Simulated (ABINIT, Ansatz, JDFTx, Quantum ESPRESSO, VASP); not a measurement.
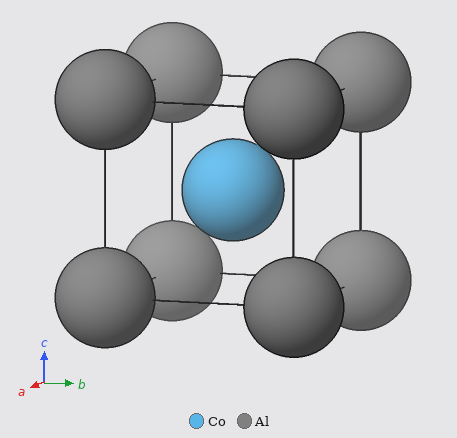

AlCo, caesium chloride (CsCl, B2) type, space group Pm-3m (No. 221), a = 2.819 Å, b = 2.819 Å, c = 2.819 Å, α = 90.00°, β = 90.00°, γ = 90.00° (11.21 Å³/atom). Spheres-only representation of a periodic structure, projected slightly off an axis. Thin lines show the conventional unit cell, with boundary atoms drawn in all their periodic places. The cell is a structure listed in the Materials Project.

The cell was scaled uniformly, at fixed shape and fractional positions, in six programs or potential sets. Alike in all runs: functional PBE; k mesh 9 × 9 × 9 on the run's cell of 2 atoms; occupations fermi-dirac, width 0.05 eV; collinear spin, ferromagnetic start; no spin-orbit coupling.

Energies from Quantum ESPRESSO (SSSP 1.3 efficiency):

| volume (Å³/atom) | E − E(lowest point) (meV/atom) |
| --- | --- |
| 10.533 | 65.12 |
| 10.758 | 39.08 |
| 10.982 | 20.22 |
| 11.206 | 7.84 |
| 11.430 | 1.29 |
| 11.654 | 0.00 |
| 11.878 | 3.48 |

### Fit a third-order Birch-Murnaghan equation of state to these points.

V0 = 11.60 Å³/atom (a0 = 2.852 Å), B0 = 180 GPa and B0′ = 4.3. V0 lies 3.5 % above the volume of the cell as given.

The same fit in all programs:

| program | V0 (Å³/atom) | a0 (Å) | B0 (GPa) | B0′ |
| --- | --- | --- | --- | --- |
| Quantum ESPRESSO (SSSP 1.3 efficiency) | 11.60 | 2.852 | 180 | 4.3 |
| Ansatz LAPW (all-electron) | 11.59 | 2.852 | 179 | 4.2 |
| JDFTx (PseudoDojo 0.5 standard) | ? | ? | ? | ? |
| Ansatz (Ansatz PAW soft_1) | 11.60 | 2.852 | 179 | 4.3 |
| VASP (PBE potentials, release 64 Co, Al) | 11.59 | 2.851 | 179 | 4.3 |
| ABINIT (JTH PAW PBE v2.0) | 11.62 | 2.854 | 178 | 4.0 |

### What does JDFTx (PseudoDojo 0.5 standard) give?

V0 = 11.59 Å³/atom, a0 = 2.851 Å, B0 = 180 GPa and B0′ = 4.2. The other rows span 11.59 to 11.62 Å³/atom and 178 to 180 GPa.

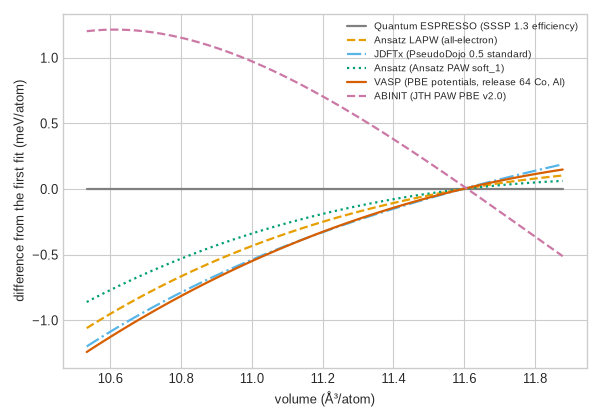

Each fitted curve, counted from its own minimum, less that of Quantum ESPRESSO (SSSP 1.3 efficiency). With one functional throughout, the spread comes from potentials, basis sets and numerical settings; B0′ is uncertain by a few tenths over so narrow a range. Each run keeps the magnetic state that it reached from a ferromagnetic start.
